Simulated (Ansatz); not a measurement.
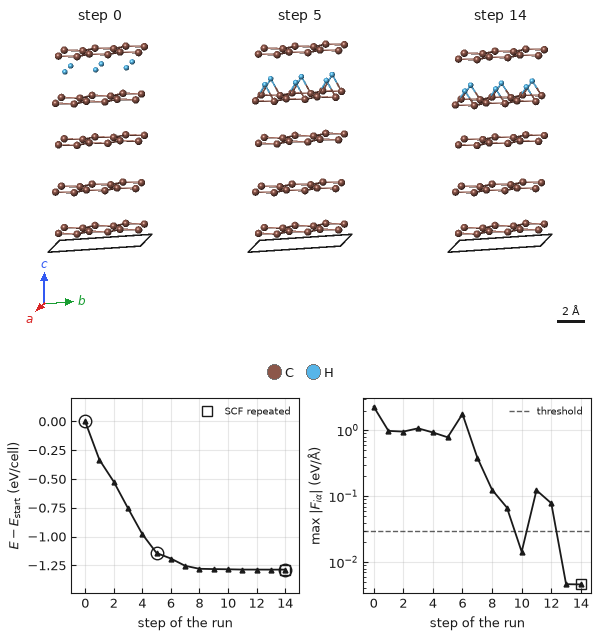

Frames of a constrained relaxation of a slab of composition HC$_{10}$ (cut from the Fmmm phase), marked on the history of the run. Style: ball-and-stick. Shown: the 2 × 3 repeat of the cell, outlined in the plane, without the vacuum, slightly off an axis.

Case: H put at a hollow C-C site. The slab is the (0 0 1) face of C with H on it. 4 atoms are held fixed.

The calculation used DFT PBE+D3(BJ), scalar-relativistic, plane waves, PAW (Ansatz 0.2.0). Set-up: plane-wave cutoff 420 eV; k-point mesh 12 × 12 × 1; occupations gaussian; smearing width 0.1 eV; no spin polarisation; dipole correction; atoms relaxed in a fixed cell; force threshold 0.03 eV/Å; at most 70 steps.

Q: Describe the path.

A: The atom that moves furthest is the H atom (1.47 Å along the normal (−c)). By element the largest moves are H 1.47 Å, C 0.23 Å. The cell stays as it was. Among the contacts that change: C–H 2.541 → 1.315 Å, C–C 1.423 → 1.452 Å, C–C 1.423 → 1.409 Å. New bonds form: C–H (2.54 → 1.31 Å). Among the angles between lasting bonds that change: C–C–C 120.0° → 122.1°. Over 13 accepted moves (14 points after the start) the energy falls by 1.286 eV per cell of the calculation. Largest force component: 2.3 eV/Å at the start, 0.0046 eV/Å at the end. 1 step only repeated the SCF at the same geometry. The forces were under the threshold at step 10, but the run went on from there. The run took 2.9 min on 1 thread of Intel(R) Xeon(R) 6975P-C (Granite Rapids), with other jobs on the host, peak memory 0.55 GiB. From step 0 to 5: the H atom moves most (0.97 Å), energy −1.142 eV per cell of the calculation. From step 5 to 14: the H atom moves most (0.49 Å), energy −0.144 eV per cell of the calculation.

Limits of the set-up: the periodic images lie only 2.5 Å apart, so the values are limited by the cell's size.
